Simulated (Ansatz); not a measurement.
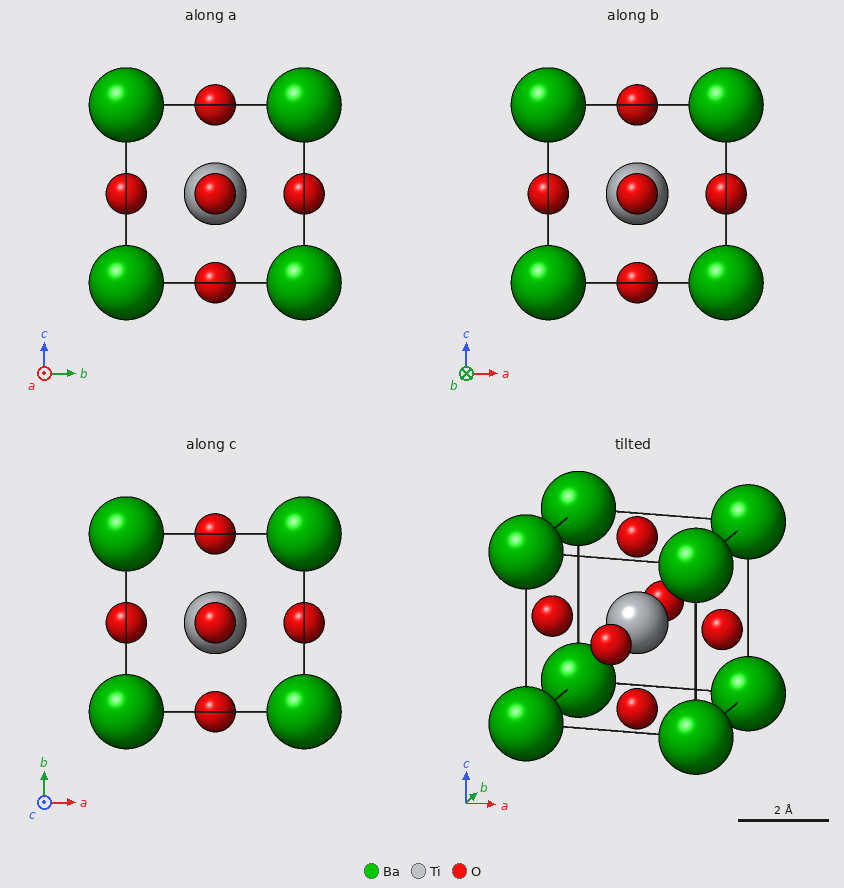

Shown here is a spheres-only view of the crystal, taken along the a axis, along the b axis, along the c axis and slightly off an axis. Thin lines show the conventional unit cell, with boundary atoms drawn in all their periodic places.

Lattice parameters: a = 3.994 Å, b = 3.994 Å, c = 3.994 Å, α = 90.00°, β = 90.00°, γ = 90.00°.

Transcribe the picture into a table of Wyckoff sites.

Space group Pm-3m (No. 221).
| atom | site | x | y | z |
| --- | --- | --- | --- | --- |
| Ba | 1a | 0.0000 | 0.0000 | 0.0000 |
| Ti | 1b | 0.5000 | 0.5000 | 0.5000 |
| O | 3c | 0.5000 | 0.5000 | 0.0000 |

The cell started as a structure type filled with these elements by a generator (whether the compound takes this form wasn't checked). Earlier steps of the study may have refined or changed the cell and positions. It went into a calculation with Ansatz.
